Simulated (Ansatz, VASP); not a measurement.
# Ru (free-standing triangular Ru monolayer, spacing 3.288 A) in two plane-wave programs

One calculation is typed for both programs; each brings its own data sets and cutoff. How far apart do they land?

Method: plane waves, with VASP 6.6.1 beside it; single point at r2SCAN and single point at r2SCAN, DFT+U, in Ansatz 0.2.0.

In doubt: warnings of the run leave room for a lower electronic state, so energies may not be the lowest and differences between runs may mislead.

**1. Starting point**

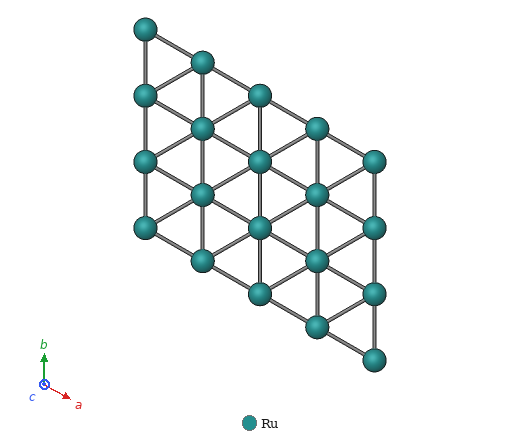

The starting structure, seen from above (ruthenium teal). 2×3×1 cells are drawn. Some periodic images of atoms are drawn too.

The cell holds 2 atoms: 2 Ru. Its edges and angles: a = 6.576 Å, b = 3.288 Å, c = 14.000 Å, α = 90.0°, β = 90.0°, γ = 120.0°. It derives from Ru (free-standing triangular Ru monolayer, spacing 3.288 A), repeated 2×1×1. As first built, before any earlier steps moved the atoms: model lattice. Vacuum lies along c.

**2. VASP: single point, r2SCAN**

With cell and atoms fixed, the geometry can't cause a difference; cores, projectors, grids and the points listed under the comparison can.

Lines of VASP's logs that name or quote its potential files are left out, and so is its time.

File INCAR:

```
SYSTEM = Ru
PREC = Normal
ENCUT = 350
EDIFF = 1E-06
NELM = 150
ISMEAR = 0
SIGMA = 0.1
LREAL = .FALSE.
ALGO = Normal
METAGGA = R2SCAN
LASPH = .TRUE.
NBANDS = 17
ISPIN = 2
MAGMOM = 1 -1
LMAXMIX = 4
LORBIT = 11
LWAVE = .FALSE.
LCHARG = .FALSE.
KPAR = 2
AMIX = 0.2
BMIX = 1E-04
AMIX_MAG = 0.8
BMIX_MAG = 1E-04
NEDOS = 1200
```

File POSCAR:

```
Ru
1.0
    6.5760000000      0.0000000000      0.0000000000
   -1.6440000000      2.8474920000      0.0000000000
    0.0000000000      0.0000000000     14.0000000000
Ru
2
Direct
    0.0000000000      0.0000000000      0.5000000000
    0.5000000000      0.0000000000      0.5000000000
```

File KPOINTS:

```
Automatic mesh
0
Gamma
8 8 1
0 0 0
```

The projector-augmented-wave data sets are Ru (PBE family, release 64).

The run is started by

```
$ mpirun -np 2 vasp_std
```

Numbers of over 12 decimals in the logs are rounded to 6 here.

The program printed:

```text
[banner, memory and clock lines left out]
running    2 mpi-ranks, on    1 nodes
 distrk:  each k-point on    1 cores,    2 groups
 distr:  one band on    1 cores,    1 groups

 POSCAR found type information on POSCAR Ru
 POSCAR found :  1 types and       2 ions
|                                                                             |
|               ----> ADVICE to this user running VASP <----                  |
|                                                                             |
|     You enforced a specific xc type in the INCAR file but a different       |
|     [... a line on the potential file left out ...]
|     I HOPE YOU KNOW WHAT YOU ARE DOING!                                     |
|                                                                             |

 LDA part: xc-table for (None), standard interpolation
 POSCAR, INCAR and KPOINTS ok, starting setup
 FFT: planning ... GRIDC
 FFT: planning ... GRID_SOFT
 FFT: planning ... GRID
 WAVECAR not read
 entering main loop
       N       E                     dE             d eps       ncg     rms          rms(c)
DAV:   1     0.212817704181E+02    0.21282E+02   -0.37615E+03  1700   0.481E+02
DAV:   2    -0.419657065388E+02   -0.63247E+02   -0.54548E+02  2453   0.101E+02
DAV:   3    -0.458034357475E+02   -0.38377E+01   -0.34813E+01  1875   0.267E+01
DAV:   4    -0.458511136975E+02   -0.47678E-01   -0.47174E-01  2047   0.327E+00
DAV:   5    -0.458520952113E+02   -0.98151E-03   -0.98131E-03  2088   0.493E-01    0.785E+00
DAV:   6    -0.413919230800E+02    0.44602E+01   -0.60427E+00  1724   0.162E+01    0.619E+00
DAV:   7    -0.417987904312E+02   -0.40687E+00   -0.27214E-01  1726   0.342E+00    0.418E+00
DAV:   8    -0.421306713586E+02   -0.33188E+00   -0.71426E-01  1741   0.519E+00    0.212E+00
DAV:   9    -0.421808837833E+02   -0.50212E-01   -0.10363E-01  1755   0.188E+00    0.180E+00
DAV:  10    -0.422491905380E+02   -0.68307E-01   -0.16019E-01  1766   0.128E+00    0.146E+00
DAV:  11    -0.422839379084E+02   -0.34747E-01   -0.25358E-02  1779   0.777E-01    0.111E+00
DAV:  12    -0.423070773127E+02   -0.23139E-01   -0.28838E-02  1749   0.108E+00    0.435E-01
DAV:  13    -0.423102919502E+02   -0.32146E-02   -0.72967E-03  1738   0.532E-01    0.166E-01
DAV:  14    -0.423116046356E+02   -0.13127E-02   -0.21370E-03  1709   0.294E-01    0.891E-02
DAV:  15    -0.423118947270E+02   -0.29009E-03   -0.29744E-04  1718   0.106E-01    0.660E-02
DAV:  16    -0.423118383582E+02    0.56369E-04   -0.68701E-05  1705   0.636E-02    0.568E-02
DAV:  17    -0.423118987893E+02   -0.60431E-04   -0.18798E-04  1703   0.941E-02    0.433E-02
DAV:  18    -0.423119701526E+02   -0.71363E-04   -0.12555E-04  1722   0.836E-02    0.246E-02
DAV:  19    -0.423120715920E+02   -0.10144E-03   -0.59904E-05  1700   0.715E-02    0.105E-02
DAV:  20    -0.423122261219E+02   -0.15453E-03   -0.57457E-05  1702   0.700E-02    0.719E-03
DAV:  21    -0.423121862072E+02    0.39915E-04   -0.75582E-06  1707   0.280E-02    0.364E-03
DAV:  22    -0.423122043231E+02   -0.18116E-04   -0.45595E-06  1720   0.216E-02    0.279E-03
DAV:  23    -0.423122035037E+02    0.81948E-06   -0.59223E-06  1700   0.255E-02
   1 F= -.42312204E+02 E0= -.42301199E+02  d E =-.220081E-01  mag=     0.0000
```

OUTCAR, selected parts (step 2):

```text
ion  position               nearest neighbor table
   1  0.000  0.000  0.500-   2 3.29   2 3.29   2 3.29   2 3.29
   2  0.500  0.000  0.500-   1 3.29   1 3.29   1 3.29   1 3.29

  LATTYP: Found a simple orthorhombic cell.
 ALAT       =     3.2880004091
 B/A-ratio  =     1.7320506639
 C/A-ratio  =     4.2579070128

 Subroutine GETGRP returns: Found  8 space group operations
 (whereof  8 operations were pure point group operations)

The static configuration has the point symmetry D_2h.

 Found     25 irreducible k-points:

   k-points           NKPTS =     25   k-points in BZ     NKDIM =     25   number of bands    NBANDS=     17

   dimension x,y,z NGX =    30 NGY =   16 NGZ =   64
   dimension x,y,z NGXF=    60 NGYF=   32 NGZF=  128

   ENCUT  =  350.0 eV  25.72 Ry    5.07 a.u.  10.03  5.02 21.36*2*pi/ulx,y,z

   NELECT =      16.0000    total number of electrons

 k-points in reciprocal lattice and weights: Automatic mesh
   0.00000000  0.00000000  0.00000000       0.016
   0.12500000  0.00000000  0.00000000       0.031
   0.25000000  0.00000000  0.00000000       0.031
   0.37500000  0.00000000  0.00000000       0.031
   0.50000000  0.00000000  0.00000000       0.016
   0.00000000  0.12500000  0.00000000       0.062
   0.12500000  0.12500000  0.00000000       0.062
   0.25000000  0.12500000  0.00000000       0.062
   0.37500000  0.12500000  0.00000000       0.031
[...]
0.37500000  0.50000000  0.00000000       0.031
   0.50000000  0.50000000  0.00000000       0.016

 average (electrostatic) potential at core
       1 -74.9316       2 -74.9316

 E-fermi :  -2.5550

 spin component 1
 k-point     1 :       0.0000    0.0000    0.0000
  band No.  band energies     occupation
    ...
      3      -5.5028      1.00000
      4      -4.9160      1.00000
      5      -4.3602      1.00000
      6      -4.0186      1.00000
      7      -3.3949      1.00000
      8      -2.3192      0.00043
      9      -2.0128      0.00000
     10      -1.6309      0.00000
     11      -1.4334      0.00000
     12      -1.0593      0.00000
    ...

 k-point     2 :       0.1250    0.0000    0.0000
  band No.  band energies     occupation
    ...
      3      -5.4992      1.00000
      4      -4.9095      1.00000
      5      -4.3377      1.00000
      6      -4.0174      1.00000
      7      -3.4264      1.00000
      8      -2.3211      0.00047
      9      -2.0717      0.00000
     10      -1.7811      0.00000
     11      -1.4799      0.00000
     12      -1.0916      0.00000
    ...

 k-point     3 :       0.2500    0.0000    0.0000
  band No.  band energies     occupation
    ...
      3      -5.3907      1.00000
      4      -4.8922      1.00000
      5      -4.2807      1.00000
      6      -4.0145      1.00000
      7      -3.5325      1.00000
      8      -2.4685      0.11068
      9      -2.3255      0.00059
     10      -1.9940      0.00000
     11      -1.7216      0.00000
     12      -1.5937      0.00000
    ...

 k-point     4 :       0.3750    0.0000    0.0000
  band No.  band energies     occupation
    ...
      4      -4.8622      1.00000
      5      -4.2193      1.00000
      6      -4.0115      1.00000
      7      -3.8430      1.00000
      8      -3.0822      1.00000
      9      -2.3299      0.00073
     10      -2.1396      0.00000
     11      -1.8612      0.00000
     12      -1.7103      0.00000
     13       0.1619      0.00000
    ...

 k-point     5 :       0.5000    0.0000    0.0000
  band No.  band energies     occupation
    ...
      4      -4.5447      1.00000
      5      -4.3953      1.00000
      6      -4.1925      1.00000
      7      -4.0103      1.00000
      8      -3.2523      1.00000
      9      -2.3318      0.00080
     10      -2.1904      0.00000
     11      -1.8867      0.00000
     12      -1.7597      0.00000
     13       0.7455      0.00000
    ...

 k-point     6 :       0.0000    0.1250    0.0000
  band No.  band energies     occupation
    ...
      4      -4.8195      1.00000
      5      -4.4897      1.00000
      6      -4.1908      1.00000
      7      -3.2551      1.00000
      8      -2.6081      0.77367
      9      -2.2369      0.00000
     10      -1.8809      0.00000
     11      -1.7030      0.00000
     12      -0.4490      0.00000
     13      -0.2524      0.00000
    ...

  Total       -8.9870246     -9.7520959     -0.0383446      0.6625685      0.0000000      0.0000000
  in kB      -54.9255179    -59.6013632     -0.2343483      4.0493844      0.0000000      0.0000000
  external PRESSURE =     -38.2537432 kB  Pullay stress =       0.0000000 kB

  energy-cutoff  :      350.00
  volume of cell :      262.15
      direct lattice vectors                 reciprocal lattice vectors
     6.576000000  0.000000000  0.000000000     0.152068127  0.087796559  0.000000000
    -1.644000000  2.847492000  0.000000000     0.000000000  0.351186237  0.000000000
     0.000000000  0.000000000 14.000000000     0.000000000  0.000000000  0.071428571

 POSITION                                       TOTAL-FORCE (eV/Angst)
 -----------------------------------------------------------------------------------
      0.00000      0.00000      7.00000         0.000000      0.000000      0.000000
      3.28800      0.00000      7.00000        -0.000000      0.000000      0.000000
 -----------------------------------------------------------------------------------
    total drift:                               -0.000000     -0.000000     -0.000000

  FREE ENERGIE OF THE ION-ELECTRON SYSTEM (eV)
  ---------------------------------------------------
  free  energy   TOTEN  =       -42.3122035037 eV

  energy  without entropy=      -42.2901953807  energy(sigma->0) =      -42.30119944

 total charge
# of ion       s       p       d       tot
------------------------------------------
    1        0.417   0.155   6.150   6.722
    2        0.417   0.155   6.150   6.722
--------------------------------------------------
tot          0.834   0.311  12.299  13.444

 magnetization (x)
# of ion       s       p       d       tot
------------------------------------------
    1        0.105   0.026   2.597   2.728
    2       -0.105  -0.026  -2.597  -2.728
--------------------------------------------------
tot          0.000  -0.000  -0.000  -0.000

[... 1 further part left out ...]
```

(Part 1 of 2 ends here.)

[Lines on the potential files, build, host, timing and source positions are cut from VASP's logs without a mark.]

[Logs are printed without paths, hosts, clocks, repeated set-up lines and the standing remarks that a program may print on its own settings, such as how far it seeks lower states.]

[Hosts, paths, dates, database ids (printed as entryN), source tags and the programs' standing remarks are cut or masked in the printed files.]
